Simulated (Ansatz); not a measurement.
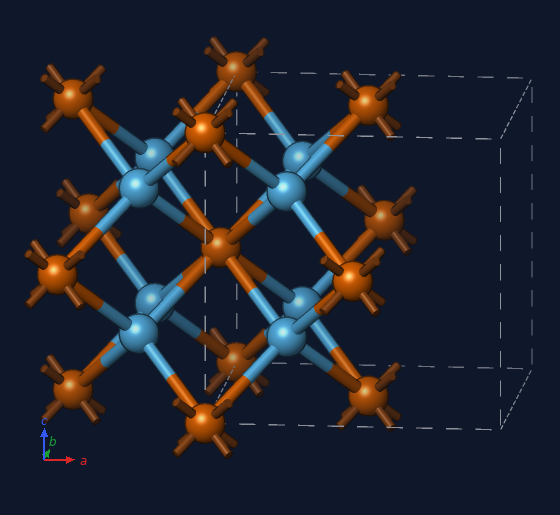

The picture shows a finite piece of the underlying net of a crystal structure, nodes on the atoms' positions. Nodes are coloured by topological kind. Edges to nodes outside the piece are drawn as stubs.

**Describe the net.**

A binodal (4,8)-connected, three-periodic net. It is the flu net, known from fluorite.

**Give point symbol and coordination sequence of each kind of node.**

4-connected node: 4^6, sequence 4, 22, 24, 82; 8-connected node: 4^12.6^12.8^4, sequence 8, 12, 48, 42.

The net was derived as follows. PbF₂ (space group Fm-3m, No. 225): a calculation's input that goes back to an entry of the Crystallography Open Database (an earlier step may have relaxed or displaced it). Bonds are taken as F–Pb below 2.9 Å. Atoms with one bond or none are removed and atoms with two bonds are replaced by edges, until no such atom is left. F is a 4-connected node; Pb is an 8-connected node, in the ratio 2:1.
